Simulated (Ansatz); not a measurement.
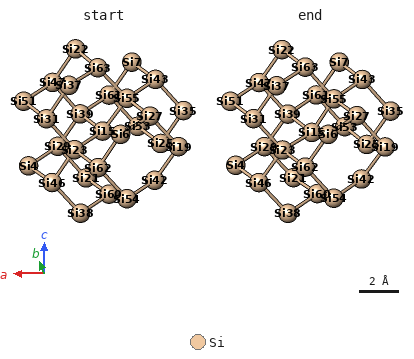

The structure of a defect cell of composition Si63 (cell charge −1) before (left) and after (right) a relaxation, at one scale.

Style: ball-and-stick. Shown: the atoms within 5.0 Å of the atom that moves most (axes of the cell of the calculation), from a free direction.

All numbers below come from DFT, PBEsol, PAW, plane waves in Ansatz. (plane-wave cutoff 420 eV; k-point mesh 1 × 1 × 1; collinear spin; atoms relaxed in a fixed cell; force threshold 0.03 eV/Å; at most 80 steps)

Q: Describe what moved and what it gained.

A: The energy falls by 0.518 eV per cell of the calculation in 4 geometry steps. The largest force component goes from 0.91 to 0.024 eV/Å. Si15 moves most: 0.14 Å along [−3 −1 −2]. The lattice vectors keep their values. Among the contacts that change: Si23–Si62 2.422 → 2.350 Å, Si42–Si54 2.301 → 2.363 Å, Si4–Si29 2.398 → 2.347 Å, Si21–Si60 2.318 → 2.365 Å. Among the angles between lasting bonds that change: Si15–Si55–Si63 107.3° → 111.5°, Si23–Si15–Si39 110.6° → 107.7°, Si15–Si39–Si47 108.9° → 111.6°. Cost: 11 s on 1 × NVIDIA GB300 Max-Q with 8 threads of Arm Neoverse-V2, peak memory 2 GiB.

Limits of the set-up: the cell is charged, on a uniform background, and energies carry no finite-size correction.
